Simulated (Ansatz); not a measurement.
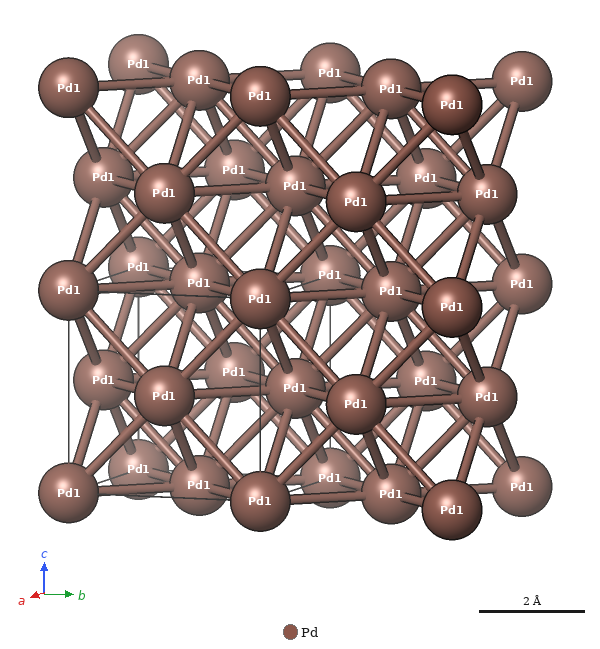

This is solid Pd (set up in Fm-3m). Style: ball-and-stick. Shown: the conventional cell (4 times the calculation's cell), repeated 1 × 2 × 2 with one cell outlined, slightly off an axis. Lengths and directions refer to the drawn axes.

The calculation used DFT, PBE, PAW with Ansatz's default frozen-core files, scalar-relativistic (Ansatz 0.2.0). (plane-wave cutoff 420 eV; k-point mesh 18 × 18 × 18; occupations fermi dirac; smearing width 0.05 eV; no spin polarisation)

The variant: The cell is strained by 0.0 % along c and +3.0 % across it (volume +6.1 %), the atoms keeping their fractional coordinates. No relaxation follows.

Input file:
```yaml
crystal:
  lattice:
    - [0.0, 2.003247, 1.9449]
    - [2.003247, 0.0, 1.9449]
    - [2.003247, 2.003247, 0.0]
  atoms:
    - { symbol: Pd, position: [0.0, 0.0, 0.0] }
kpoints:
  mp_grid: { grid: [18, 18, 18] }
scf:
  occupations: { method: fermi_dirac, width: 0.05 }
hamiltonian:
  xc: pbe
  pseudopotentials: { kind: paw }
output:
  forces: true
  stress: true
  eigenvalues: true
  efg: { contact_densities: true }
  write_density: true
  write_potential: true
  elf: true
  volumetric_format: npy
```

Command:
```bash
ansatz run input.yaml --threads 1 --pin off --max-ram 3072MiB --backend cpu --events-out ev --progress --plain --runs-dir out
```

What is the effect?

Answer. Among the bonded contacts that change: Pd–Pd 2.751 → 2.792 to 2.833 Å. The space group (tolerance 0.01 Å) goes from Fm-3m (No. 225) to I4/mmm (No. 139). It lowers the energy by 9.1 meV per atom. The pressure goes from 7.6 to −2.9 GPa. The principal stresses (compression positive) are −2.1 GPa along c and −3.3 GPa across it. All forces vanish by symmetry.

The changed structure in the same view:

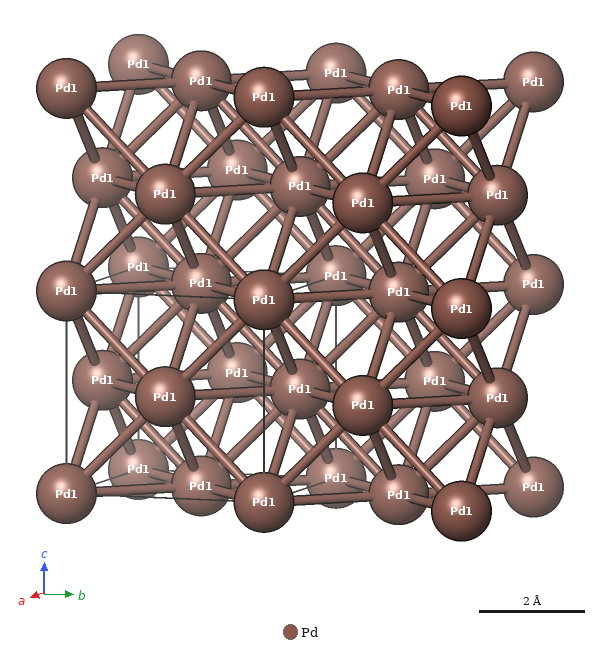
